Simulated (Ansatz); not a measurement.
**PbS: density, localisation and related maps**

Input

```
crystal:
  lattice:
    - [0.0, 3.4366476342, 3.3009774605]
    - [3.4366476342, 0.0, 3.3009774605]
    - [3.4366476342, 3.4366476342, 0.0]
  atoms:
    - { symbol: Pb, position: [0.0, 0.0, 0.0] }
    - { symbol: S, position: [0.25, 0.25, 0.25] }
kpoints:
  mp_grid: { grid: [6, 6, 6] }
  band_path:
    path:
      - [0.0, 0.0, 0.0]
      - [-0.5, -0.5, 0.0]
      - [-0.375, -0.375, 0.25]
      - [-0.375, 0.0, 0.375]
      - [0.0, 0.0, 0.5]
      - [-0.5, -0.25, 0.25]
    npoints: 1
hamiltonian:
  xc: pbe
scf:
  occupations: { method: fermi_dirac, width: 0.02 }
  n_extra_bands: 4
output:
  forces: true
  stress: true
  eigenvalues: true
  write_density: true
  write_potential: true
  elf: true
  volumetric_format: npy
```

Launched as:

```sh
ansatz run input.yaml --threads 4 --pin off --max-ram 3686MiB --backend cpu --events-out ev --progress --plain --runs-dir out
```

Below, planes, directions and counts refer to the conventional cell (a = 4.86 Å, b = 4.86 Å, c = 6.60 Å, α = 90.00°, β = 90.00°, γ = 90.00°).

Space group I-4m2; started from the zincblende prototype, which need not be the ambient phase; changed on purpose from its base cell (biaxial xy strain +4.1%).

These are results of Ansatz 0.2.0, DFT, PBE, plane waves, PAW, not measurements.

In a PAW calculation such maps are meaningful between the atoms, not at the nuclei.

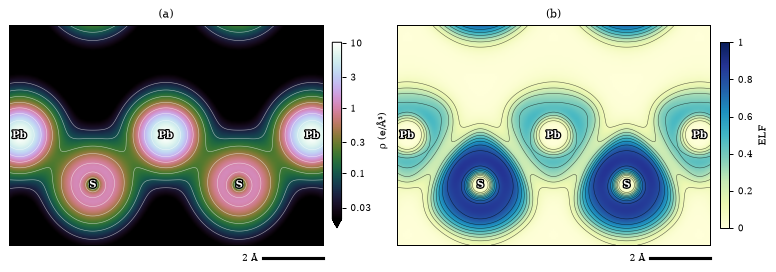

Figure 1. (a) valence charge density (pseudo); (b) electron localisation function on the (010) plane of the conventional cell.

### Describe what can be read from this map.

- The plane passes through Pb and S nuclei.
- Pb–S (2.94 Å): the density is about 0.24 e/Å³ at the midpoint; the ELF peaks at about 0.90 in the valence shell of S, 0.8 Å from its nucleus, and drops to about 0.25 between the two atoms.
- Between the atoms the lowest density in this plane is 0.004 e/Å³.

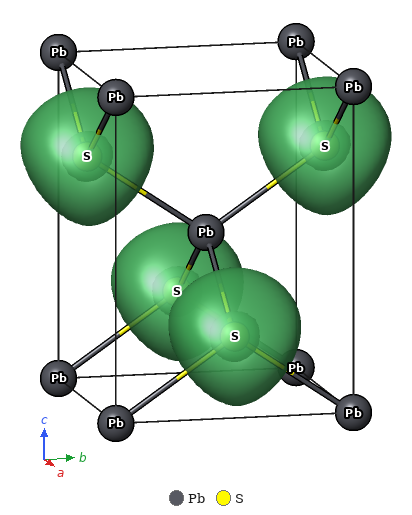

Figure 2. Isosurface of the ELF at 0.65 (green), seen slightly off an axis. Core shells and regions of very low density are left out. Sticks mark near contacts.

### Where are the electrons localised?

At this value the surface marks out two regions wrapped around S (the valence shell of each), counted in one cell of 4 atoms. Any copies at cell faces, edges or corners count once.

### Does the calculation give a band gap?

It is gapped, with a Kohn–Sham gap of 0.95 eV on the k-point mesh, an upper bound to the gap of this method.
